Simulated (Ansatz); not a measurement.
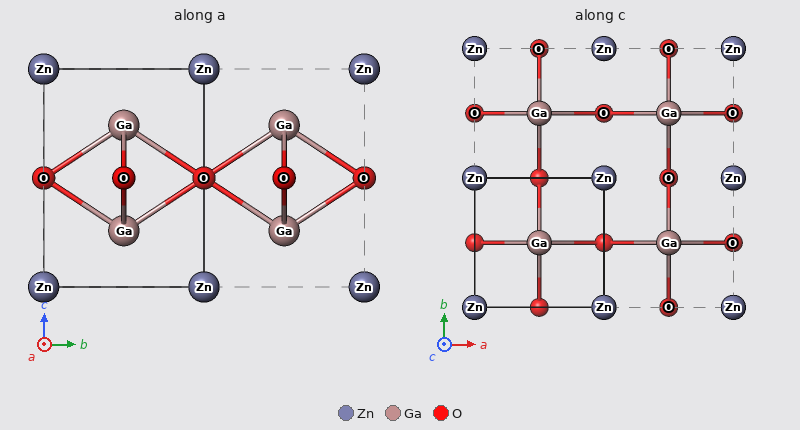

Figure: ball-and-stick view along the a axis and along the c axis. The structure is repeated 2×2×1 times; solid lines mark one conventional unit cell.

ZnGa2O2, space group P4/mmm (No. 123), a = 3.64 Å, b = 3.64 Å, c = 4.95 Å, α = 90.00°, β = 90.00°, γ = 90.00°.

Electronic-structure method: DFT PBE, scalar-relativistic, plane waves, PAW in Ansatz 0.2.0. Parameters: a basis cut at 420 eV, Brillouin-zone sampling on a 10×10×8 mesh, Gaussian smearing of 0.1 eV, no spin polarisation.

**Does it come out as a metal, or with a gap?**

A metal: bands cross the Fermi level.

**Under what pressure is the structure?**

The computed pressure is 0.0 GPa, close to zero.

The starting point was a structure type filled with these elements by a generator (whether the compound takes this form wasn't checked). Earlier steps of the study may have refined or changed the cell and positions. It was run through Ansatz as a DFT input.
